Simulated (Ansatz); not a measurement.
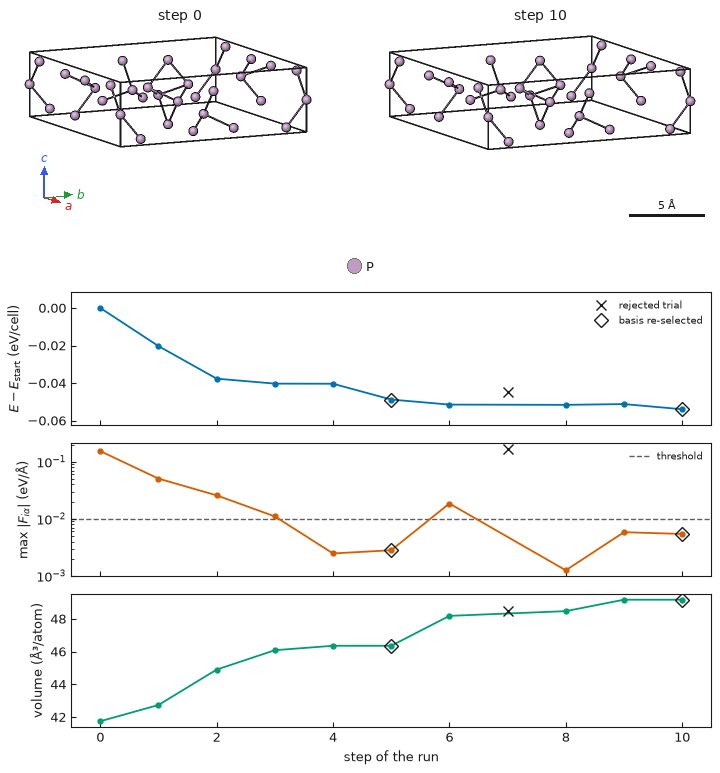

First and last geometry of a relaxation of solid P (a generated structure, set up in I4_1/amd), with the history of the run. Style: ball-and-stick. Shown: the conventional cell (2 times the calculation's cell), slightly off an axis. Lengths and directions refer to the drawn axes.

Level of theory: DFT PBE, scalar-relativistic, plane waves, PAW (Ansatz). Set-up: plane-wave cutoff 420 eV; k-point mesh 10 × 10 × 10; occupations gaussian; smearing width 0.1 eV; no spin polarisation; cell and atoms relaxed; force threshold 0.01 eV/Å; at most 80 steps.

Did the run converge, and what did it change?

It converged. After 7 accepted moves (10 points after the start) the energy has fallen by 53.9 meV per cell of the calculation. Largest force component: 0.15 eV/Å at the start, 0.0054 eV/Å at the end. Pressure: 0.50 GPa at the start and 0.01 GPa at the end. The line search rejected the trial step at point 7 of the run. The SCF was repeated twice at an unchanged geometry on a basis and grid sized afresh for the cell, which shifted the energy by 8.4 meV per cell of the calculation at most. The largest moves relative to the cell, 0.12 Å, are those of P atoms. Cell: a = b 13.840 → 15.033 Å (+8.6 %), c 4.359 → 4.351 Å (−0.2 %). Volume +17.8 %. Among the contacts that change: P–P 2.315 → 2.330 Å. The space group stays I4_1/amd (No. 141).
